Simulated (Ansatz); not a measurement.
## Geometry relaxation of TaN (part 2 of 2)

Continued. System: TaN (P-62m, 6 atoms in the cell). Method: DFT r2SCAN, scalar-relativistic, plane waves, PAW, no spin polarisation (Ansatz 0.2.0); cutoff 500 eV, 12×12×12 k-mesh, Gaussian smearing of 0.1 eV. The structure derives from an entry of the Crystallography Open Database.

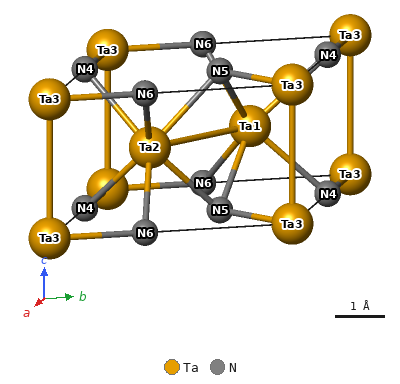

**Figure 1.** The geometry at step 3 of the log (ball-and-stick view of the cell of the calculation, seen slightly off an axis; atoms are numbered from 1 in the order of the input).

### Output, continued
```
--- Per-component energies (eV) ---
  E_band       = -268.097332
  E_kinetic    = 1503.060460
  E_local      = -2035.276147  (includes V_loc(G=0)·N_el)
  E_nonlocal   = 179.173896
  E_hartree    = 691.780843
  E_xc         = -796.277129
  E_vxc        = -924.085767  (∫ρ·V_xc dr)
  E_paw        = -25656.730014  (= ΣΔE_a)
  E_vpaw       = -422.044275  (= ΣTr[D̂ρ^β])
  E_aug_tail   = 0.000297  (compensation charges beyond the density's cutoff)
  E_vtau       = 47.512597  (kinetic-family band-sum trace: ∫τ·v_τ [+ j·A + Jᵃ·Aᵃ] dr)
  E_ewald      = -4878.916428
  E_core_change = -2.357535  (= ΣΔE_core)
  E_smearing   = -0.002223  (= −TS)
  E_closure    = -0.000000  (closes the sum)
  Σ components = -30995.543980   (vs F -30995.543980, Δ=0.00e0)
--- Forces (eV/Å), atoms counted from 1 ---
  atom   1  Ta    -0.00000000     0.00000000     0.00000000
  atom   2  Ta    -0.00000000     0.00000000     0.00000000
  atom   3  Ta     0.00000000     0.00000000    -0.00000000
  atom   4  N     -0.00204924     0.00000000     0.00000000
  atom   5  N      0.00102462     0.00177469     0.00000000
  atom   6  N      0.00102462    -0.00177469     0.00000000
  max |Σ_I F_I| component: 8.78e-17 eV/Å
--- Stress (GPa, compression-positive) ---
       -0.017443       0.000000      -0.000000
        0.000000      -0.017443       0.000000
       -0.000000       0.000000       0.024349
  P = ⅓ Tr σ = -0.0035 GPa (-0.035 kbar)
--- Band table (eV; the first three rows and the last of 133) ---
  k-point 0: bands = ["-51.6773", "-51.6296", "-50.9846", "-17.8377", "-17.8377", "-17.4700", "-17.4700", "-17.2879", "-17.1762", "-17.0000", "-17.0000", "-16.3558", "0.3009", "2.9662", "2.9662", "10.0014", "12.8028", "12.8028", "12.9553", "13.6556", "13.6556", "14.4126", "14.4126", "15.1036", "16.1115", "17.7150", "18.7301", "18.7301", "20.4439", "20.4439", "21.5889", "21.7526", "21.7526"]
  k-point 1: bands = ["-51.6741", "-51.6265", "-50.9816", "-17.8273", "-17.8273", "-17.4596", "-17.4596", "-17.3503", "-17.2312", "-16.9990", "-16.9990", "-16.4058", "0.4331", "2.9296", "2.9296", "10.2356", "12.6907", "12.6907", "13.0722", "13.5784", "13.5784", "14.3848", "14.3848", "14.7170", "16.3569", "18.0692", "18.4119", "18.4119", "20.8392", "20.8392", "21.7034", "21.8096", "21.8096"]
  k-point 2: bands = ["-51.6654", "-51.6182", "-50.9737", "-17.7988", "-17.7988", "-17.5175", "-17.4304", "-17.4304", "-17.3791", "-16.9966", "-16.9966", "-16.5407", "0.8021", "2.8273", "2.8273", "10.8938", "12.3597", "12.3597", "13.1406", "13.5036", "13.5036", "14.0870", "14.2057", "14.2057", "17.1213", "17.9892", "17.9892", "18.9017", "21.2949", "21.2949", "21.7874", "21.7874", "22.0399"]
  k-point 132: bands = ["-51.6068", "-51.6068", "-50.9409", "-18.0728", "-18.0728", "-17.7471", "-17.4900", "-17.4900", "-17.2487", "-17.0420", "-16.9847", "-16.9847", "2.0501", "2.7245", "2.7245", "11.2350", "11.2350", "12.0751", "12.0751", "12.4177", "12.5938", "12.8379", "15.3964", "15.3964", "17.0588", "17.0588", "17.8107", "22.3210", "22.3210", "22.3502", "22.5352", "22.5352", "23.6256"]
--- Relaxed structure (4 steps of the walk, 3 accepted, 1 SCFs on fresh bases) ---
  F+E_penalty+E_count = -30995.54398009 eV   max|allowed force component| = 2.049e-3 eV/Å   (the final SCF, on the basis selected at the relaxed cell)
  cell:  # Å, volume = 68.1431 Å³
    - [5.199629824868638, -2.8887789205898137e-11, 0.0]
    - [-2.5998149124093017, 4.503011518625916, 0.0]
    - [0.0, 0.0, 2.9103592735632473]
  atoms:
    - { symbol: Ta, position: [0.33333333333333337, 0.6666666666666666, 0.49999999999999994] }
    - { symbol: Ta, position: [0.6666666666666666, 0.33333333333333337, 0.49999999999999994] }
    - { symbol: Ta, position: [3.8470731430807724e-20, 4.216464763235867e-20, 0.0] }
    - { symbol: N, position: [0.39240636451418065, 6.834624441813965e-20, 0.0] }
    - { symbol: N, position: [0.6075936354858193, 0.6075936354858193, 0.0] }
    - { symbol: N, position: [5.551115123125783e-17, 0.39240636451418065, 0.0] }
```

### Trajectory as extended XYZ (Å, eV, eV/Å), 5 frames, from step=1 to step=5
```
6
Lattice="5.1960 0.0000 0.0000 -2.5980 4.4999 0.0000 0.0000 0.0000 2.9110" Properties=species:S:1:pos:R:3:forces:R:3 step=1 energy=-30995.54373 pressure_GPa=0.31
Ta    0.0000    2.9999    1.4555    0.0000   0.0000   0.0000
Ta    2.5980    1.5000    1.4555    0.0000   0.0000   0.0000
Ta    0.0000    0.0000    0.0000    0.0000   0.0000   0.0000
N     2.0412    0.0000    0.0000   -0.0388   0.0000   0.0000
N     1.5774    2.7321    0.0000    0.0194   0.0336   0.0000
N    -1.0206    1.7678    0.0000    0.0194  -0.0336   0.0000
6
Lattice="5.2045 0.0000 0.0000 -2.6022 4.5072 0.0000 0.0000 0.0000 2.9066" Properties=species:S:1:pos:R:3:forces:R:3 step=2 energy=-30995.54354 pressure_GPa=-0.14 accepted=F
Ta    0.0000    3.0048    1.4533    0.0000   0.0000   0.0000
Ta    2.6022    1.5024    1.4533    0.0000   0.0000   0.0000
Ta    0.0000    0.0000    0.0000    0.0000   0.0000   0.0000
N     2.0410    0.0000    0.0000    0.0105   0.0000   0.0000
N     1.5817    2.7397    0.0000   -0.0052  -0.0091   0.0000
N    -1.0205    1.7676    0.0000   -0.0052   0.0091   0.0000
6
Lattice="5.1998 0.0000 0.0000 -2.5999 4.5032 0.0000 0.0000 0.0000 2.9104" Properties=species:S:1:pos:R:3:forces:R:3 step=3 energy=-30995.54393 pressure_GPa=-0.04
Ta    0.0000    3.0021    1.4552    0.0000   0.0000   0.0000
Ta    2.5999    1.5011    1.4552    0.0000   0.0000   0.0000
Ta    0.0000    0.0000    0.0000    0.0000   0.0000   0.0000
N     2.0407    0.0000    0.0000   -0.0083   0.0000   0.0000
N     1.5795    2.7359    0.0000    0.0041   0.0072   0.0000
N    -1.0204    1.7673    0.0000    0.0041  -0.0072   0.0000
6
Lattice="5.1996 0.0000 0.0000 -2.5998 4.5030 0.0000 0.0000 0.0000 2.9104" Properties=species:S:1:pos:R:3:forces:R:3 step=4 energy=-30995.54394 pressure_GPa=-0.00
Ta    0.0000    3.0020    1.4552    0.0000   0.0000   0.0000
Ta    2.5998    1.5010    1.4552    0.0000   0.0000   0.0000
Ta    0.0000    0.0000    0.0000    0.0000   0.0000   0.0000
N     2.0404    0.0000    0.0000   -0.0020   0.0000   0.0000
N     1.5796    2.7360    0.0000    0.0010   0.0018   0.0000
N    -1.0202    1.7670    0.0000    0.0010  -0.0018   0.0000
6
Lattice="5.1996 0.0000 0.0000 -2.5998 4.5030 0.0000 0.0000 0.0000 2.9104" Properties=species:S:1:pos:R:3:forces:R:3 step=5 energy=-30995.54398 pressure_GPa=-0.00
Ta    0.0000    3.0020    1.4552    0.0000   0.0000   0.0000
Ta    2.5998    1.5010    1.4552    0.0000   0.0000   0.0000
Ta    0.0000    0.0000    0.0000    0.0000   0.0000   0.0000
N     2.0404    0.0000    0.0000   -0.0020   0.0000   0.0000
N     1.5796    2.7360    0.0000    0.0010   0.0018   0.0000
N    -1.0202    1.7670    0.0000    0.0010  -0.0018   0.0000
```

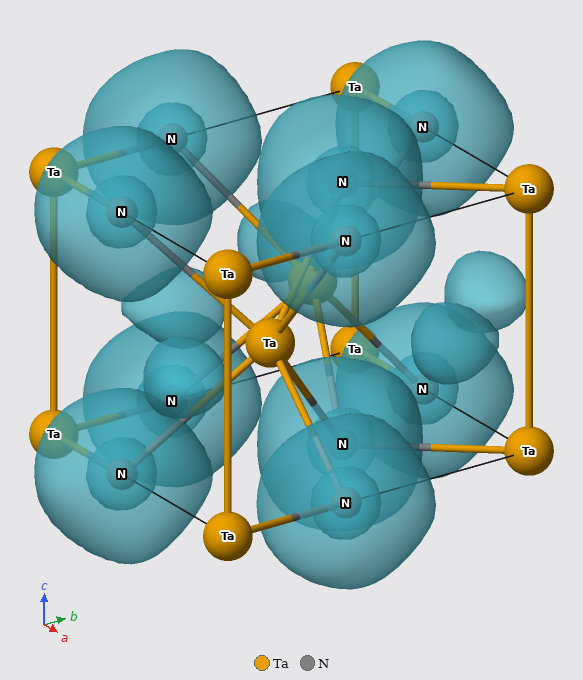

**Figure 2.** Isosurface of the electron localisation function at 0.6 (cyan), seen slightly off an axis. Only the valence region is drawn (cores and ρ < 0.01 e/Å³ removed). Sticks mark near contacts. The outline is the cell set on symmetry axes. Profiles from the grid: Ta–N (2.04 Å): the ELF is about 0.30 at the midpoint; no shared pair; the contact is polar. Ta–Ta (2.91 Å): the ELF is about 0.20 at the midpoint; no shared electron pair. Core electrons are frozen (PAW), so the fields are smoothed inside the atomic spheres.

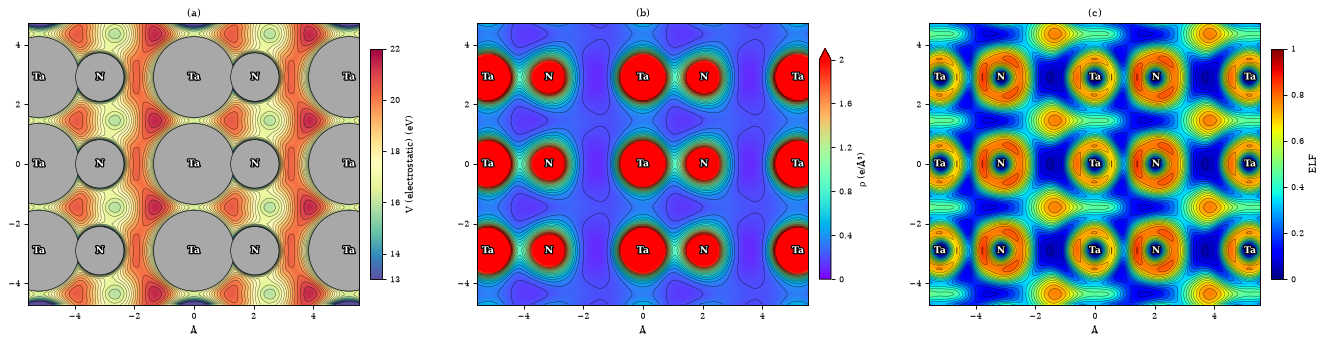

**Figure 3.** (a) electrostatic potential (local pseudopotential plus Hartree) felt by an electron; (b) valence charge density (pseudo); (c) electron localisation function on the (010) plane of the conventional cell. Grey discs, where drawn, cover atomic cores. The section cuts through Ta and N sites. Ta–N (2.04 Å): the density is about 0.87 e/Å³ at the midpoint; the ELF is about 0.30 at the midpoint (a polar contact without a shared pair, in a metal). Ta–Ta (2.91 Å): the density is about 0.34 e/Å³ at the midpoint; the ELF is about 0.45 at the midpoint; no localised pair between them. Away from the nuclei the density in this plane falls to 0.11 e/Å³ at its lowest.  The strong features right at Ta lie inside the PAW spheres (semicore, d or f shells) and say nothing about bonding. Outside the cores the potential energy rises away from the atoms and is highest about 1.9 Å from the nearest atoms; outside the discs it spans about 8 eV, and its zero is arbitrary.

The run was set up as follows.

### Input
```yaml
crystal:
  lattice:
    - [5.1960008669, 0.0, 0.0]
    - [-2.5980004334, 4.4998687488, 0.0]
    - [0.0, 0.0, 2.911]
  atoms:
    - { symbol: Ta, position: [0.3333333333, 0.6666666667, 0.5] }
    - { symbol: Ta, position: [0.6666666667, 0.3333333333, 0.5] }
    - { symbol: Ta, position: [0.0, 0.0, 0.0] }
    - { symbol: "N", position: [0.39285, 0.0, 0.0] }
    - { symbol: "N", position: [0.60715, 0.60715, 0.0] }
    - { symbol: "N", position: [0.0, 0.39285, 0.0] }
basis:
  ecutwfc: 500
kpoints:
  mp_grid: { grid: [12, 12, 12] }
hamiltonian:
  xc: r2scan
scf:
  occupations: { method: gaussian, width: 0.1 }
output:
  forces: true
  stress: true
  eigenvalues: true
  write_density: true
  write_potential: true
  elf: true
  volumetric_format: npy
relax:
  adjacent_minimum: "off"
  f_tol: 0.005
  max_steps: 80
  cell: { stress_tol: 0.05 }
```

Run as:
```bash
ansatz run input.yaml --threads 2 --pin off --max-ram 5120MiB --backend cpu --events-out ev --progress --plain --runs-dir out
```

### Key numbers

| quantity | value |
| --- | --- |
| outcome | converged |
| space group (tolerance 0.01 Å) | P-62m (189) |
| electrons treated | 54 |
| free energy | −30995.5440 eV |
| Fermi energy | 19.761 eV |
| gap on the k-point mesh | none (metallic) |
| pressure | 0.00 GPa |
| final volume | 68.14 Å³ |
| largest force (length of the vector) at the end | 0.002 eV/Å |
| final cell | a = 5.200 Å, b = 5.200 Å, c = 2.910 Å, α = 90.00°, β = 90.00°, γ = 120.00° |
| hardware | 2 threads of AMD EPYC (Zen 3), 32 GiB of memory available, shared host |
| wall time | 2.1 min (CPU time 4.1 min) |
| peak memory | 0.73 GiB |

### Remarks

Spin–orbit coupling is left out, which matters for Ta.
